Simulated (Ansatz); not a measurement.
**ZnO: density, localisation and related maps**

Input

```
crystal:
  lattice:
    - [2.6461709597, 0.0, 0.0]
    - [0.0, 2.6461709597, 0.0]
    - [0.0, 0.0, 2.6461709597]
  atoms:
    - { symbol: Zn, position: [0.0, 0.0, 0.0] }
    - { symbol: O, position: [0.5, 0.5, 0.5] }
kpoints:
  mp_grid: { grid: [10, 10, 10] }
  band_path:
    path: [[0.0, 0.0, 0.0], [0.0, 0.5, 0.0], [0.5, 0.5, 0.0], [0.5, 0.5, 0.5]]
    npoints: 1
hamiltonian:
  xc: lda
scf:
  occupations: { method: fermi_dirac, width: 0.02 }
  n_extra_bands: 4
output:
  forces: true
  stress: true
  eigenvalues: true
  write_density: true
  write_potential: true
  elf: true
  volumetric_format: npy
```

Run with:

```sh
ansatz run input.yaml --threads 2 --pin off --max-ram 2211MiB --backend cpu --events-out ev --progress --plain --runs-dir out
```

Below, planes, directions and counts refer to the conventional cell (a = 2.65 Å, b = 2.65 Å, c = 2.65 Å, α = 90.00°, β = 90.00°, γ = 90.00°).

Space group Pm-3m; started from the CsCl prototype, which need not be the ambient phase; computed pressure about −7 GPa in this cell.

The calculation used DFT, LDA, plane waves, PAW (Ansatz).

In a PAW calculation such maps are meaningful between the atoms, not at the nuclei.

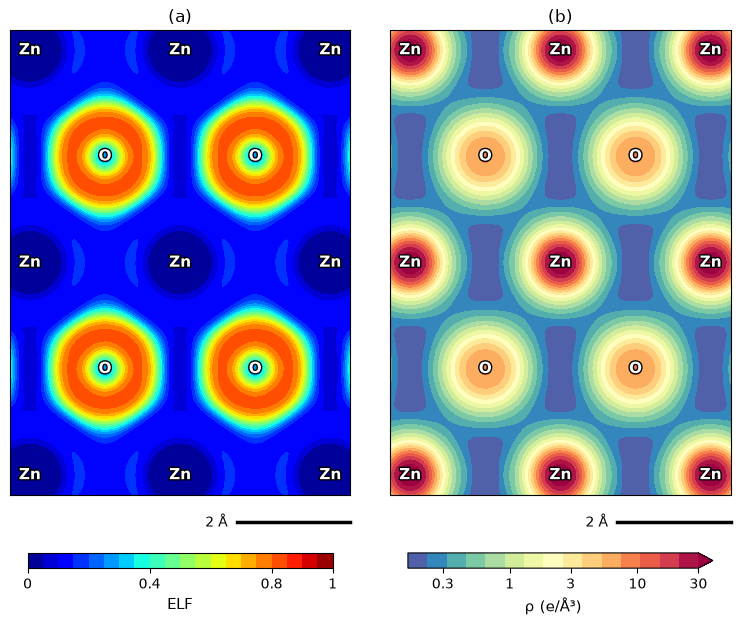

Figure 1. (a) electron localisation function; (b) valence electron density on the (101̄) plane of the conventional cell.

Question: Read the bonding off the picture.

Answer: Atoms in the plane: Zn and O.
Zn–O (2.29 Å): the density is about 0.31 e/Å³ at the midpoint; the ELF peaks at about 0.80 in the valence shell of O, 0.6 Å from its nucleus, and drops to about 0.10 between the two atoms: no shared electron pair shows on this line.
Between the atoms the lowest density in this plane is 0.16 e/Å³.

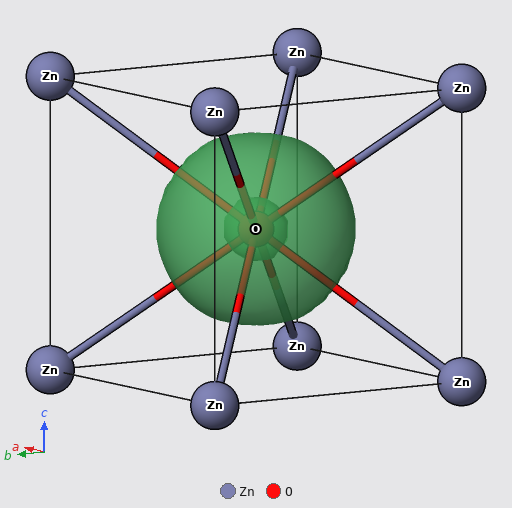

Figure 2. Isosurface of the electron localisation function at 0.6 (green), seen at an oblique angle. Core shells and regions of very low density are left out. Sticks mark near contacts.

Question: Where are the electrons localised?

Answer: At this value the surface marks out one region wrapped around O (its valence shell), counted in one cell of 2 atoms. Any copies at cell faces, edges or corners count once.
